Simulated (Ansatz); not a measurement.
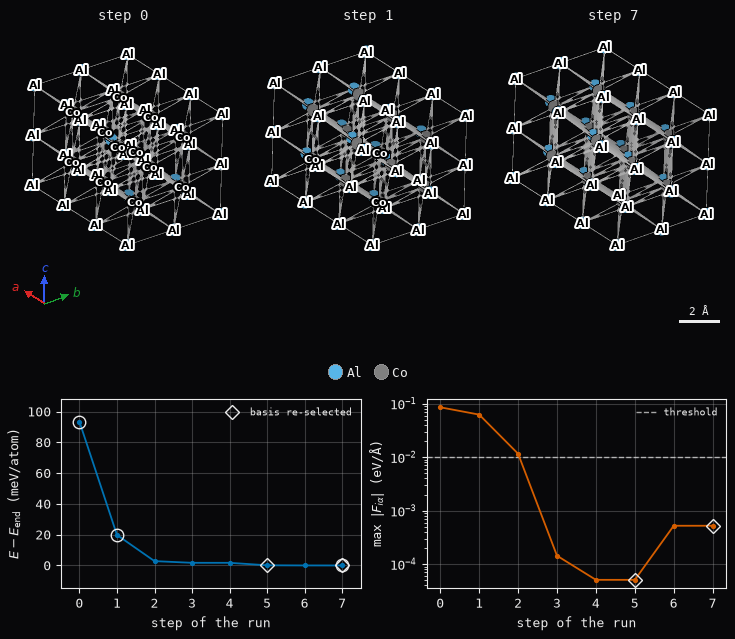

Frames of a relaxation of a crystal of AlCo (set up in P1), marked on the history of the run. A ball-and-stick model of the cell of the calculation, repeated 3 × 2 × 2 with one cell outlined, seen from a free direction.

Case: cell sheared at random, sigma 0.06, atoms nudged by 0.01 Å; relaxed back.

Method: DFT PBE, scalar-relativistic, plane waves, PAW in Ansatz. Settings: plane-wave cutoff 420 eV; k-point mesh 12 × 12 × 12; occupations gaussian; smearing width 0.15 eV; no spin polarisation; cell and atoms relaxed; force threshold 0.01 eV/Å; at most 80 steps.

> What happens along the run?

The largest moves relative to the cell, 0.008 Å, are those of Al and Co atoms. Largest moves by element: Al 0.008 Å, Co 0.008 Å. The volume changes by +0.6 %, with a 2.630 → 2.852 Å (+8.5 %), b 3.015 → 2.852 Å (−5.4 %), c 2.914 → 2.852 Å (−2.1 %), α 92.9° → 90.0°, β 92.0° → 90.0°, γ 88.4° → 90.0°. Some distances before and after: Al–Al 2.630 → 2.852 Å, Co–Co 2.630 → 2.852 Å, Co–Co 3.015 → 2.852 Å, Al–Al 3.015 → 2.852 Å. The space group (tolerance 0.01 Å) goes from P1 (No. 1) to Pm-3m (No. 221). Over 5 accepted moves (7 points after the start) the energy falls by 93.5 meV per atom. The largest force component goes from 0.086 to 0.00052 eV/Å. Pressure: 3.96 GPa at the start and 0.04 GPa at the end. At 2 points the geometry stayed and the basis and grid were re-selected for the new cell (energy shift of 1.6 meV per atom at most each time). The run took 100 s on 1 thread of AMD EPYC 9R45 96-Core Processor (Zen 5), on a shared host, peak memory 0.7 GiB. From step 0 to 1: volume +0.3 %, energy −73.7 meV per atom. From step 1 to 7: volume +0.3 %, energy −19.8 meV per atom.
